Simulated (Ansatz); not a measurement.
Input

```
crystal:
  lattice:
    - [2.9351873548, -0.0333073903, -0.0095811856]
    - [-1.4964387235, 2.5981928432, -0.0096631314]
    - [-0.0320440438, -0.0558183759, 9.902403003]
  atoms:
    - { symbol: Ti, position: [0.3364981741, 0.6632445332, 0.6258198438] }
    - { symbol: Ti, position: [0.673992612, 0.3394450788, 0.1245001832] }
    - { symbol: O, position: [0.6742441418, 0.3424375383, 0.7181040202] }
    - { symbol: O, position: [0.3215445833, 0.6456176472, 0.223235533] }
    - { symbol: O, position: [0.0215680264, 0.0193107062, 0.028595272] }
    - { symbol: O, position: [0.0228596477, -0.0067773465, 0.5246184192] }
kpoints:
  mp_grid: { grid: [6, 6, 2] }
hamiltonian:
  xc: pbesol
scf:
  occupations: { method: fermi_dirac, width: 0.05 }
relax:
  f_tol: 0.01
  cell: {}
  max_steps: 120
output:
  write_density: true
  write_potential: true
  elf: true
  volumetric_format: npy
```

Command:

```sh
ansatz run input.yaml --threads 2 --pin off --max-ram 2211MiB --backend cpu --events-out ev --progress --plain --runs-dir out
```

Below, planes, directions and counts refer to the standardised cell (a = 5.13 Å, b = 2.96 Å, c = 9.91 Å, α = 90.19°, β = 90.41°, γ = 90.00°).

The fields are those of the relaxed geometry.

Space group P1; a structure from a database of computed crystals, not necessarily the ambient phase; started from the SnS2-186 prototype, which need not be the ambient phase; changed on purpose from its base cell (shaken); computed without spin polarisation.

These are results of DFT, PBEsol, plane waves, PAW (Ansatz 0.2.0), not measurements.

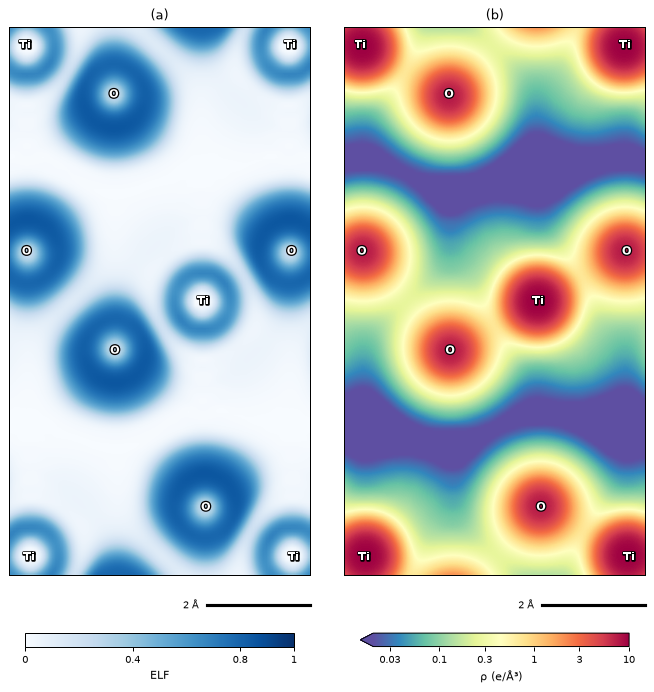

TiO₂. (a) ELF; (b) valence charge density (pseudo) on the (010) plane of the standardised cell.

The density is the valence pseudo-density of a PAW calculation; it isn't the true density close to the nuclei.

Q: Describe what can be read from this map.

A: Atoms in the plane: Ti and O.
Ti–O (1.96 Å): ρ is about 0.72 e/Å³ halfway; the ELF peaks at about 0.80 in the valence shell of O, 0.6 Å from its nucleus, and is about 0.20 at the midpoint (no shared electron pair shows on this line).
Between the atoms the lowest density in this plane is 0.006 e/Å³.
The features right at Ti lie inside the PAW spheres, where the map follows smoothed inner orbitals and isn't to be read closely.

Q: Metal or insulator at this level of theory?

A: It is gapped, with a Kohn–Sham gap of 2.7 eV on the k-point mesh, an upper bound to the gap of this method.
